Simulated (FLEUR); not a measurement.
**A series of single points on Au**

System: Au (1 atom in the cell).
Method: Kohn-Sham DFT of a periodic cell, Xalpha, all-electron, no spin polarisation (FLEUR MaX-R8.1 (later development tree)).

The 5 runs differ only in the geometry, by an even scaling of the cell at fixed fractional positions. The structure derives from an entry of the Crystallography Open Database.

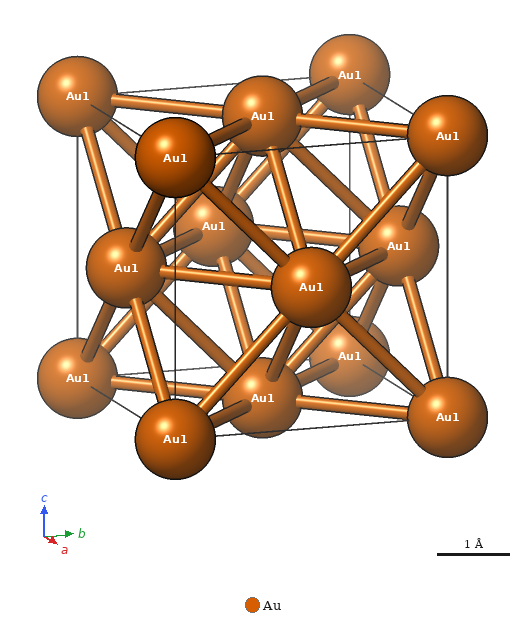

Figure 1. The structure of run 3 (ball-and-stick view of the cell 4 times as large as that of the calculation, set on its symmetry axes, seen slightly off an axis; atoms are numbered from 1 in the order of the input).

## Input of run 3
```
<?xml version="1.0" encoding="UTF-8" standalone="no"?>
<fleurInput fleurInputVersion="0.39">
   <comment>
      Au                                                                                                  
   </comment>
   <calculationSetup>
      <cutoffs Kmax="4.1" Gmax="12.7" GmaxXC="12.7" numbands="0"/>
      <scfLoop itmax="60" minDistance="0.00001" maxIterBroyd="15" imix="Anderson" alpha="0.05" precondParam="0.0" spinf="2.0" sdNocoIR="T"/>
      <coreElectrons ctail="T" frcor="F" kcrel="0" coretail_lmax="0"/>
      <xcFunctional name="x-a" relativisticCorrections="F"/>
      <magnetism jspins="1"/>
      <soc l_soc="F" theta="0.0" phi="0.0" spav="F"/>
      <expertModes spex="0" secvar="F"/>
      <geometryOptimization l_f="F" forcealpha="1.0" forcemix="BFGS" epsdisp="0.00001" epsforce="0.00001"/>
      <ldaU l_linMix="F" mixParam="0.05" spinf="1.0"/>
   </calculationSetup>
   <cell>
      <bzIntegration valenceElectrons="19.0" mode="hist" fermiSmearingEnergy="0.00183747">
         <kPointListSelection listName="default-1"/>
         <!-- k-points included here -->
         <xi:include xmlns:xi="http://www.w3.org/2001/XInclude" href="kpts.xml"> </xi:include>
      </bzIntegration>
      <!-- symmetry operations included here -->
      <xi:include xmlns:xi="http://www.w3.org/2001/XInclude" href="sym.xml"> </xi:include>
      <bulkLattice scale="1.0000000000">
         <bravaisMatrix>
            <row-1>    0.0000000000000000     3.8455926635609998     3.8455926635609998</row-1>
            <row-2>    3.8455926635609998     0.0000000000000000     3.8455926635609998</row-2>
            <row-3>    3.8455926635609998     3.8455926635609998     0.0000000000000000</row-3>
         </bravaisMatrix>
      </bulkLattice>
   </cell>
   <atomSpecies>
      <species name="Gold (Au)" element="Au" atomicNumber="79">
         <mtSphere radius="2.47" gridPoints="833" logIncrement="0.016"/>
         <atomicCutoffs lmax="10" lnonsphr="8"/>
         <electronConfig flipSpins="F">
            <coreConfig>(1s1/2) (2s1/2) (2p1/2) (2p3/2) (3s1/2) (3p1/2) (3p3/2) (4s1/2) (3d3/2) (3d5/2) (4p1/2) (4p3/2) (4d3/2) (4d5/2) (4f5/2) (4f7/2)</coreConfig>
            <valenceConfig>(5s1/2) (5p1/2) (5p3/2) (6s1/2) (5d3/2) (5d5/2)</valenceConfig>
            <stateOccupation state="(6s1/2)" spinUp="0.500000" spinDown="0.500000"/>
         </electronConfig>
         <energyParameters s="6" p="6" d="5" f="5"/>
         <lo type="SCLO" l="0" n="5" eDeriv="0"/>
         <lo type="SCLO" l="1" n="5" eDeriv="0"/>
         <lo type="SCLO" l="1" n="5" eDeriv="1"/>
         <lo type="SCLO" l="2" n="5" eDeriv="2"/>
         <lo type="SCLO" l="3" n="5" eDeriv="2"/>
      </species>
   </atomSpecies>
   <atomGroups>
      <atomGroup species="Gold (Au)">
         <relPos label="                   1">.0000000000 .0000000000 .0000000000</relPos>
         <force calculate="T" relaxXYZ="TTT"/>
      </atomGroup>
   </atomGroups>
   <output dos="F" band="F" slice="F">
      <checks vchk="F" cdinf="F"/>
      <bandDOS minEnergy="-.5*Htr" maxEnergy="0.5*Htr" sigma="0.015" storeEVData="T"/>
      <vacuumDOS vacdos="F" integ="F" star="F" nstars="0" locx1="0.0" locy1="0.0" locx2="0.0" locy2="0.0" nstm="0" tworkf="0.0"/>
      <unfoldingBand unfoldBand="F" supercellX="1" supercellY="1" supercellZ="1"/>
      <plotting iplot="0" polar="F">
         <plot TwoD="T" vec1="  1.0  0.0  0.0" vec2="  0.0  1.0  0.0" vec3="  0.0  0.0  1.0" zero="  0.0  0.0  0.0" file="plot"/>
      </plotting>
      <chargeDensitySlicing numkpt="0" minEigenval="0.0" maxEigenval="0.0" nnne="0" pallst="F"/>
      <specialOutput eonly="F"/>
      <moessbauerParams electricFieldGradient="T" isomerShift="T" coreHyperfine="T" valenceHyperfine="T"/>
      <magneticCircularDichroism mcd="F" energyLo="-10.0" energyUp="0.0"/>
   </output>
  <!-- We include the file relax.xml here to enable relaxations (see documentation) -->
  <xi:include xmlns:xi="http://www.w3.org/2001/XInclude" href="relax.xml"> <xi:fallback/> </xi:include>
</fleurInput>
```

Command:
```bash
inpgen -f crystal.txt -profile fastHighL; fleur_MPI
```

Lattice vectors (Å) and fractional positions of run 3:
```
   0.000000    2.035000    2.035000
   2.035000    0.000000    2.035000
   2.035000    2.035000    0.000000
Au  0.000000  0.000000  0.000000
```

Run 4 has the same physical settings and fractional positions; its lattice vectors (Å) are:
```
   0.000000    2.061779    2.061779
   2.061779    0.000000    2.061779
   2.061779    2.061779    0.000000
```

## Results, with one run withheld

```csv
run,volume per atom (Å³),"free energy per atom, from the lowest run given (meV)"
1,15.843,80.78
2,16.181,44.33
3,16.855,2.54
4,17.529,?
5,17.866,0.00
```

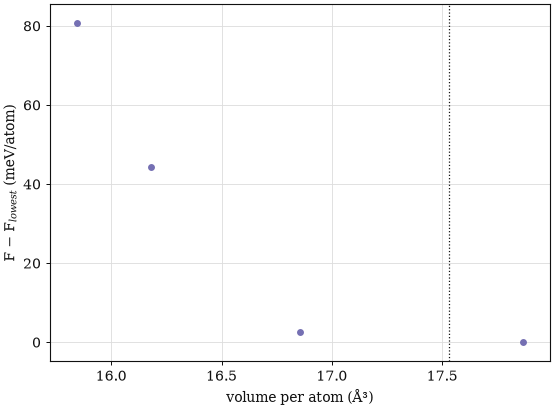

Figure 2. Free energy per atom of the runs given; the dotted line marks run 4.

Fit the runs given and predict run 4.

A quadratic polynomial in V^(−2/3) (the Birch–Murnaghan form), fitted to the 4 runs given, misses them by at most 0.27 meV per atom. With x = V^(−2/3) − 0.15332 Å⁻², it reads F = 10.995 + 8332.1 x + 9.6704e+05 x² (meV per atom). At run 4 it gives −6.30 meV per atom, and the run itself gives −6.02. The fit has its minimum at 17.385 Å³ per atom, where V d²F/dV² gives 176 GPa: the bulk modulus at this level, since symmetry fixes the shape and the positions.

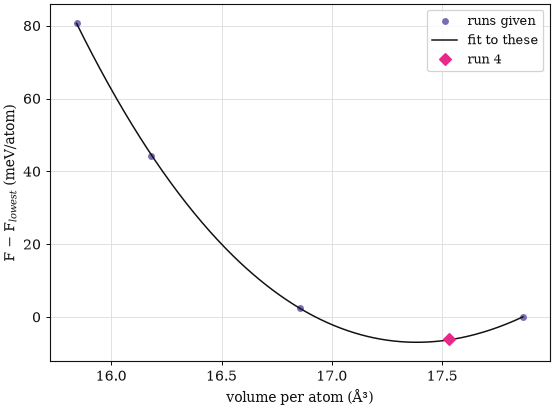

Figure 3. The fit and the withheld run.

## Output (run 4)
```
Welcome to FLEUR        (www.flapw.de)
      MaX-Release 8.1          (www.max-centre.eu)

 ========== k-point set info ==========
 Selected k-point list: default-1
 k-point list type: mesh
 11 x 11 x 11
 Number of k points: 56

 ------------Calculation Setup---------------------------
 Number of MPI-tasks      :            1
 Number of PE/node        :            1
 Number of OMP-threads    :            1
 Most efficient MPI parallelization for:
           1           2           4           7           8          14          28          56
 Additional eigenvalue parallelization possible
 Number of basis functions:          179
 Approximate size of matrices (H+S) per k-point:         0.000 GB
 --------------------------------------------------------

 Iteration:     1   Distance:      16.76875291 me/bohr^3

 Iteration:     2   Distance:      15.02714815 me/bohr^3

 Iteration:     3   Distance:       6.66295778 me/bohr^3

 Iteration:     4   Distance:       2.12112340 me/bohr^3

 Iteration:     5   Distance:       1.90736753 me/bohr^3

 Iteration:     6   Distance:       0.16678462 me/bohr^3

 Iteration:     7   Distance:       0.13250439 me/bohr^3

 Iteration:     8   Distance:       0.01351284 me/bohr^3

 Iteration:     9   Distance:       0.00166575 me/bohr^3

 Iteration:    10   Distance:       0.00316589 me/bohr^3

 Iteration:    11   Distance:       0.00002755 me/bohr^3

 Iteration:    12   Distance:       0.00007171 me/bohr^3

 Iteration:    13   Distance:       0.00000070 me/bohr^3

 ********************************************************************
 Run finished successfully
 Stop message:
   all done
 ********************************************************************
```

Notes: Spin–orbit coupling is left out, which matters for Au.
